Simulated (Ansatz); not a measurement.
# Geometry relaxation of SnO$_{2}$ (part 2 of 2)

The same run, continued: SnO$_{2}$ (6 atoms in the cell); DFT PBE, scalar-relativistic, plane waves, PAW, no spin polarisation (Ansatz 0.2.0); cutoff 420 eV, 4×4×6 k-mesh, Gaussian smearing of 0.1 eV. The structure derives from an entry of the Crystallography Open Database.

Geometry of the input (Å; fractional positions):
```
4.7374  0.0000  0.0000
0.0000  4.7374  0.0000
0.0000  0.0000  3.1864
Sn 0.0000  0.0000  0.0000
Sn 0.5000  0.5000  0.5000
O  0.3056  0.3056  0.0000
O  0.1944  0.8056  0.5000
O  0.6944  0.6944  0.0000
O  0.8056  0.1944  0.5000
```

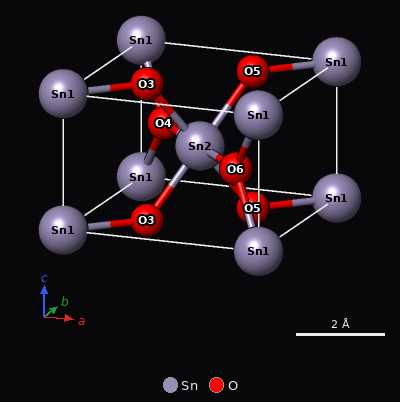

Figure 1. The geometry at step 2 of the log (ball-and-stick view of the cell of the calculation, seen slightly off an axis; atoms are numbered from 1 in the order of the input).

Output, continued:
```
relax step   4: F+E_penalty+E_count = -14317.96673738 eV  Δ(F+E_penalty+E_count) = -2.419e-2 eV  max|allowed force component| = 3.453e-2 eV/Å  Δτ_max = 0.0000 Å  P = +0.470 GPa  Ω = 75.203 Å³  stress off target by 5.33e-1 GPa  SCF on the basis re-selected at this cell (its energy is not comparable with the rows above)  (5 SCF iters)
basis re-selected at this cell: Δ(F+E_penalty+E_count) = -2.419e-2 eV, ΔP = +0.467 GPa vs the last step (what re-selecting the basis moved, of the pressure what is left beyond the Pulay correction that the steps carried, after the strain that the cell walked since its last selection, with what the two solves' SCF thresholds leave and, on support functions, any second-order correction that the steps lacked; it is no measure of the basis error at this ecutwfc). The dense FFT grid was sized anew with the basis: this SCF ran on 36×36×24 points, the steps before it on 32×32×24, so part of this shift can come from that change (see relax.cell in the input reference). This SCF's stress stands 5.33e-1 GPa from its target on what of the cell is left free (relax.cell.stress_tol is 5.00e-1 GPa) and its largest allowed force component is 3.45e-2 eV/Å (relax.f_tol is 5.00e-2 eV/Å): not within both, so this SCF does not close the relaxation
Crystal: 6 atoms, lattice volume = 75.386 Å³
Basis set: ecut = 420 eV, 1495 PW (Γ), exchange–correlation on 72×72×48 points (8 copies of the dense FFT grid, shifted against one another)
iter 1 solved again at ethr=3.84e-7 eV; its pass at ethr=3.10e-3 eV (dr2=2.00e-4 eV) is discarded
SCF iter   1: F=—  HF=-14317.966468 eV  |F-HF|=—  |Δ(HF+E_count)|=         —  Δρ=7.35e-4  dr2=2.19e-4  ethr=3.84e-7  ⟨swp⟩=2.2  Hψ=3659  notcnv=0
preconditioner: auto → Resta (q_TF=auto, 2.565 Å⁻¹)  ε∞=3.6  [insulator: Δε(μ)=0.691 eV  Ē_g=19.271 eV  σ=0.100 eV  W_gap=1.00  n_scr=18 (ndim 8)  ℏωp=30.8 eV  f_vac=0.035  D(μ)=0.00/eV (n_scr^D=0)  ε∞_Penn≈3.6]
SCF iter   2: F=—  HF=-14317.966374 eV  |F-HF|=—  |Δ(HF+E_count)|=   9.32e-5  Δρ=3.72e-4  dr2=5.29e-5  ethr=3.84e-7  ⟨swp⟩=2.8  Hψ=1088  notcnv=0
SCF iter   3: F=—  HF=-14317.966367 eV  |F-HF|=—  |Δ(HF+E_count)|=   7.38e-6  Δρ=1.14e-4  dr2=7.32e-6  ethr=1.02e-7  ⟨swp⟩=2.3  Hψ=1163  notcnv=0
SCF iter   4: F=-14317.966366 eV  HF=-14317.966366 eV  |F-HF|=9.92e-8  |Δ(HF+E_count)|=   1.32e-6  Δρ=2.10e-5  dr2=1.54e-7  ethr=1.15e-9  ⟨swp⟩=4.8  Hψ=3508  notcnv=0
SCF 5 converged in 4 iterations: F = -14317.966366 eV  dr2 = 1.54e-7
relax step   5: F+E_penalty+E_count = -14317.96636586 eV  Δ(F+E_penalty+E_count) = +3.715e-4 eV  max|allowed force component| = 1.821e-2 eV/Å  Δτ_max = 0.0039 Å  P = +0.179 GPa  Ω = 75.386 Å³  energy of the carried Pulay correction = -9.505e-4 eV  (4 SCF iters, dr2 threshold 6.00e-7 eV, accepted)
iter 1 solved again at ethr=2.02e-8 eV; its pass at ethr=3.10e-3 eV (dr2=1.05e-5 eV) is discarded
SCF iter   1: F=—  HF=-14317.967295 eV  |F-HF|=—  |Δ(HF+E_count)|=         —  Δρ=5.21e-5  dr2=2.60e-7  ethr=2.02e-8  ⟨swp⟩=3.7  Hψ=5512  notcnv=0
preconditioner: auto → Resta (q_TF=auto, 2.565 Å⁻¹)  ε∞=3.6  [insulator: Δε(μ)=0.694 eV  Ē_g=19.272 eV  σ=0.100 eV  W_gap=1.00  n_scr=18 (ndim 8)  ℏωp=30.8 eV  f_vac=0.035  D(μ)=0.00/eV (n_scr^D=0)  ε∞_Penn≈3.6]
SCF iter   2: F=—  HF=-14317.967259 eV  |F-HF|=—  |Δ(HF+E_count)|=   3.64e-5  Δρ=2.60e-5  dr2=8.22e-8  ethr=5.00e-10  ⟨swp⟩=2.0  Hψ=1067  notcnv=0
SCF iter   3: F=—  HF=-14317.967263 eV  |F-HF|=—  |Δ(HF+E_count)|=   4.65e-6  Δρ=6.67e-6  dr2=1.36e-8  ethr=1.58e-10  ⟨swp⟩=2.0  Hψ=1035  notcnv=0
SCF iter   4: F=-14317.967263 eV  HF=-14317.967263 eV  |F-HF|=1.94e-8  |Δ(HF+E_count)|=   1.13e-7  Δρ=1.71e-6  dr2=7.14e-10  ethr=1.15e-11  ⟨swp⟩=6.6  Hψ=3155  notcnv=0
SCF 6 converged in 4 iterations: F = -14317.967263 eV  dr2 = 7.14e-10
relax step   6: F+E_penalty+E_count = -14317.96726328 eV  Δ(F+E_penalty+E_count) = -8.974e-4 eV  max|allowed force component| = 1.806e-2 eV/Å  Δτ_max = 0.0000 Å  P = +0.190 GPa  Ω = 75.386 Å³  stress off target by 2.16e-1 GPa  SCF on the basis re-selected at this cell (its energy is not comparable with the rows above)  (4 SCF iters)
basis re-selected at this cell: Δ(F+E_penalty+E_count) = -8.974e-4 eV, ΔP = +0.011 GPa vs the last step (what re-selecting the basis moved, of the pressure what is left beyond the Pulay correction that the steps carried, after the strain that the cell walked since its last selection, with what the two solves' SCF thresholds leave and, on support functions, any second-order correction that the steps lacked; it is no measure of the basis error at this ecutwfc). This SCF's stress stands 2.16e-1 GPa from its target on what of the cell is left free (relax.cell.stress_tol is 5.00e-1 GPa) and its largest allowed force component is 1.81e-2 eV/Å (relax.f_tol is 5.00e-2 eV/Å): within both
SCF converged after 4 iterations
Free energy (F): -14317.967263 eV
Harris-Foulkes:  -14317.967263 eV  (|F-HF|=1.94e-8)
Internal energy: -14317.967263 eV  (E = F + TS)
E sigma→0 (E₀):  -14317.967263 eV
Fermi energy:    9.103681 eV
--- Per-component energies (eV) ---
  E_band       = -153.955101
  E_kinetic    = 1078.149429
  E_local      = -2962.077016  (includes V_loc(G=0)·N_el)
  E_nonlocal   = 133.857820
  E_hartree    = 1523.567478
  E_xc         = -1053.267012
  E_vxc        = -561.695042  (∫ρ·V_xc dr)
  E_paw        = -8928.413723  (= ΣΔE_a)
  E_vpaw       = -889.335810  (= ΣTr[D̂ρ^β])
  E_aug_tail   = 0.009862  (compensation charges beyond the density's cutoff)
  E_ewald      = -4109.794102
  E_smearing   = -0.000000  (= −TS)
  E_closure    = -0.000000  (closes the sum)
  Σ components = -14317.967263   (vs F -14317.967263, Δ=0.00e0)
--- Forces (eV/Å), atoms counted from 1 ---
  atom   1  Sn    -0.00000000     0.00000000    -0.00000000
  atom   2  Sn    -0.00000000    -0.00000000    -0.00000000
  atom   3  O     -0.01806163    -0.01806163     0.00000000
  atom   4  O      0.01806163    -0.01806163    -0.00000000
  atom   5  O      0.01806163     0.01806163    -0.00000000
  atom   6  O     -0.01806163     0.01806163     0.00000000
  max |Σ_I F_I| component: 3.47e-18 eV/Å
--- Stress (GPa, compression-positive) ---
        0.177276       0.000000       0.000000
        0.000000       0.177276       0.000000
        0.000000       0.000000       0.216190
  P = ⅓ Tr σ = 0.1902 GPa (1.902 kbar)
--- Band table (eV; the first three rows and the last of 24) ---
  k-point 0: bands = ["-12.2838", "-11.6254", "-11.4225", "-11.3971", "-11.3971", "-11.3230", "-11.2976", "-11.2284", "-11.1956", "-11.1956", "-9.8989", "-8.1850", "-8.1850", "-6.6680", "0.8028", "4.8653", "4.8653", "4.9804", "5.8537", "6.7746", "6.7829", "7.5080", "7.5080", "8.0205", "8.0205", "8.7566", "9.4508", "14.4637", "14.8424", "14.8424", "18.9162", "18.9920"]
  k-point 1: bands = ["-12.1702", "-11.5969", "-11.5969", "-11.5110", "-11.3810", "-11.3383", "-11.2889", "-11.2291", "-11.2224", "-11.2224", "-9.7457", "-7.8395", "-7.8395", "-6.8528", "0.8059", "4.7690", "5.0970", "5.0970", "5.2406", "6.0281", "6.5256", "6.6540", "6.6540", "8.0299", "8.0299", "8.5492", "10.9911", "14.8998", "15.8812", "15.8812", "17.6702", "20.1640"]
  k-point 2: bands = ["-11.9273", "-11.9273", "-11.9039", "-11.4663", "-11.2813", "-11.2683", "-11.2667", "-11.2667", "-11.2606", "-11.2339", "-9.2179", "-7.4360", "-7.2024", "-7.2024", "0.9772", "3.2105", "4.6508", "5.1946", "5.1946", "5.8240", "5.8421", "5.8421", "6.5214", "7.8120", "7.8120", "7.9842", "12.9915", "15.1134", "17.2933", "17.7958", "17.7958", "19.4978"]
  k-point 23: bands = ["-12.0782", "-12.0782", "-11.6511", "-11.6511", "-11.2897", "-11.2897", "-11.2423", "-11.2423", "-11.1987", "-11.1987", "-8.1873", "-8.1873", "-6.9643", "-6.9643", "1.0169", "1.0169", "3.9819", "3.9819", "6.2559", "6.2559", "6.3270", "6.3270", "7.8396", "7.8396", "7.9782", "7.9782", "13.1398", "13.1398", "17.3824", "17.3824", "19.3434", "19.3434"]
--- Relaxed structure (4 steps of the walk, 4 accepted, 2 SCFs on fresh bases) ---
  F+E_penalty+E_count = -14317.96726328 eV   max|allowed force component| = 1.806e-2 eV/Å   (the final SCF, on the basis selected at the relaxed cell)
  cell:  # Å, volume = 75.3858 Å³
    - [4.825598577651991, 1.9783117081908437e-33, 0.0]
    - [2.198124120212049e-34, 4.825598577651991, 0.0]
    - [0.0, 0.0, 3.2373310059181244]
  atoms:
    - { symbol: Sn, position: [-1.1443129307371287e-19, -1.525750574316149e-20, 0.0] }
    - { symbol: Sn, position: [0.5, 0.5, 0.5000000000000001] }
    - { symbol: O, position: [0.3067461624937365, 0.3067461624937365, 0.0] }
    - { symbol: O, position: [0.1932538375062635, 0.8067461624937363, 0.5000000000000001] }
    - { symbol: O, position: [0.6932538375062636, 0.6932538375062636, 0.0] }
    - { symbol: O, position: [0.8067461624937363, 0.1932538375062635, 0.5000000000000001] }
```

Trajectory as extended XYZ (Å, eV, eV/Å), 6 frames, from step=1 to step=6:
```
6
Lattice="4.7374 0.0000 0.0000 0.0000 4.7374 0.0000 0.0000 0.0000 3.1864" Properties=species:S:1:pos:R:3:forces:R:3 step=1 energy=-14317.84296 pressure_GPa=10.80
Sn    0.0000    0.0000    0.0000    0.0000   0.0000   0.0000
Sn    2.3687    2.3687    1.5932    0.0000   0.0000   0.0000
O     1.4478    1.4478    0.0000   -0.0250  -0.0250   0.0000
O     0.9208    3.8165    1.5932    0.0250  -0.0250   0.0000
O     3.2895    3.2895    0.0000    0.0250   0.0250   0.0000
O     3.8165    0.9208    1.5932   -0.0250   0.0250   0.0000
6
Lattice="4.8105 0.0000 0.0000 0.0000 4.8105 0.0000 0.0000 0.0000 3.2420" Properties=species:S:1:pos:R:3:forces:R:3 step=2 energy=-14317.94293 pressure_GPa=0.38
Sn    0.0000    0.0000    0.0000    0.0000   0.0000   0.0000
Sn    2.4052    2.4052    1.6210    0.0000   0.0000   0.0000
O     1.4732    1.4732    0.0000    0.0245   0.0245   0.0000
O     0.9320    3.8785    1.6210   -0.0245   0.0245   0.0000
O     3.3372    3.3372    0.0000   -0.0245  -0.0245   0.0000
O     3.8785    0.9320    1.6210    0.0245  -0.0245   0.0000
6
Lattice="4.8195 0.0000 0.0000 0.0000 4.8195 0.0000 0.0000 0.0000 3.2376" Properties=species:S:1:pos:R:3:forces:R:3 step=3 energy=-14317.94254 pressure_GPa=0.00
Sn    0.0000    0.0000    0.0000    0.0000   0.0000   0.0000
Sn    2.4098    2.4098    1.6188    0.0000   0.0000   0.0000
O     1.4756    1.4756    0.0000    0.0340   0.0340   0.0000
O     0.9342    3.8853    1.6188   -0.0340   0.0340   0.0000
O     3.3440    3.3440    0.0000   -0.0340  -0.0340   0.0000
O     3.8853    0.9342    1.6188    0.0340  -0.0340   0.0000
6
Lattice="4.8195 0.0000 0.0000 0.0000 4.8195 0.0000 0.0000 0.0000 3.2376" Properties=species:S:1:pos:R:3:forces:R:3 step=4 energy=-14317.96674 pressure_GPa=0.47
Sn    0.0000    0.0000    0.0000    0.0000   0.0000   0.0000
Sn    2.4098    2.4098    1.6188    0.0000   0.0000   0.0000
O     1.4756    1.4756    0.0000    0.0345   0.0345   0.0000
O     0.9342    3.8853    1.6188   -0.0345   0.0345   0.0000
O     3.3440    3.3440    0.0000   -0.0345  -0.0345   0.0000
O     3.8853    0.9342    1.6188    0.0345  -0.0345   0.0000
6
Lattice="4.8256 0.0000 0.0000 0.0000 4.8256 0.0000 0.0000 0.0000 3.2373" Properties=species:S:1:pos:R:3:forces:R:3 step=5 energy=-14317.96637 pressure_GPa=0.18
Sn    0.0000    0.0000    0.0000    0.0000   0.0000   0.0000
Sn    2.4128    2.4128    1.6187    0.0000   0.0000   0.0000
O     1.4802    1.4802    0.0000   -0.0182  -0.0182   0.0000
O     0.9326    3.8930    1.6187    0.0182  -0.0182   0.0000
O     3.3454    3.3454    0.0000    0.0182   0.0182   0.0000
O     3.8930    0.9326    1.6187   -0.0182   0.0182   0.0000
6
Lattice="4.8256 0.0000 0.0000 0.0000 4.8256 0.0000 0.0000 0.0000 3.2373" Properties=species:S:1:pos:R:3:forces:R:3 step=6 energy=-14317.96726 pressure_GPa=0.19
Sn    0.0000    0.0000    0.0000    0.0000   0.0000   0.0000
Sn    2.4128    2.4128    1.6187    0.0000   0.0000   0.0000
O     1.4802    1.4802    0.0000   -0.0181  -0.0181   0.0000
O     0.9326    3.8930    1.6187    0.0181  -0.0181   0.0000
O     3.3454    3.3454    0.0000    0.0181   0.0181   0.0000
O     3.8930    0.9326    1.6187   -0.0181   0.0181   0.0000
```

Summary:

- outcome: converged
- space group (tolerance 0.01 Å): P4₂/mnm (136)
- electrons treated: 52
- free energy: −14317.9673 eV
- Fermi energy: 9.104 eV
- gap on the k-point mesh: 0.69 eV
- pressure: 0.19 GPa
- final volume: 75.39 Å³
- largest force (length of the vector) at the end: 0.026 eV/Å
- final cell: a = 4.826 Å, b = 4.826 Å, c = 3.237 Å, α = 90.00°, β = 90.00°, γ = 90.00°
- hardware: 4 threads of Arm Neoverse V2, 24 GiB of memory available, shared host
- wall time: 5 s (CPU time 18 s)
- peak memory: 0.4 GiB
